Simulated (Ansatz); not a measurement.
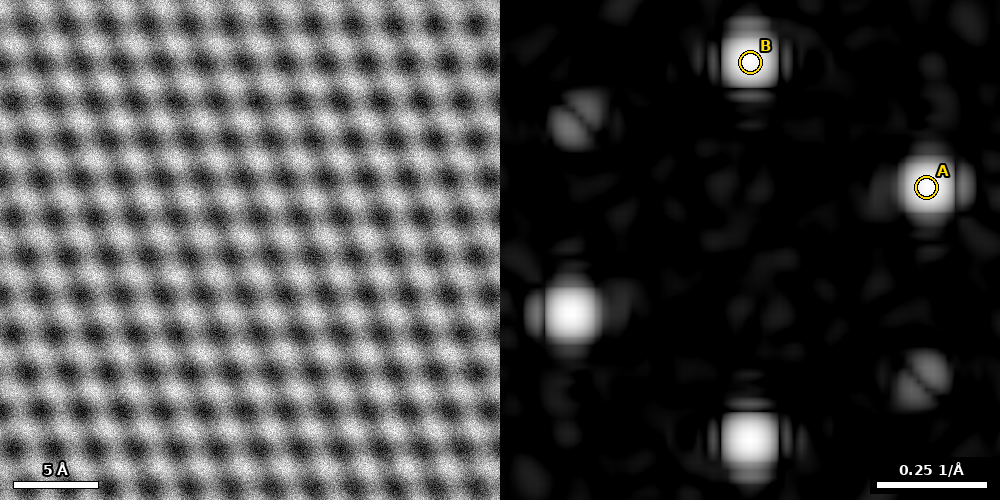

Phase-contrast TEM-like image of a crystal. Simulated in the weak-phase-object approximation with neutral-atom potentials: 300 kV, Cs = 1.20 mm, defocus −583 Å (negative is underfocus), defocus spread 40 Å, aperture 0.49 1/Å. Shot noise was added.

The right panel is the modulus of the image's Fourier transform on a logarithmic scale.

Which lattice spacings do the marked spots stand for, and what angle do A and B enclose?

A: 2.3 Å, B: 2.3 Å; A and B enclose about 71°.

The crystal is W (Fm-3m, No. 225) along [110]; the spots are (1 -1 1) and (1 -1 -1). Structure used: the input geometry of a calculation; the starting structure was generated, so it need not be a known form of this composition.
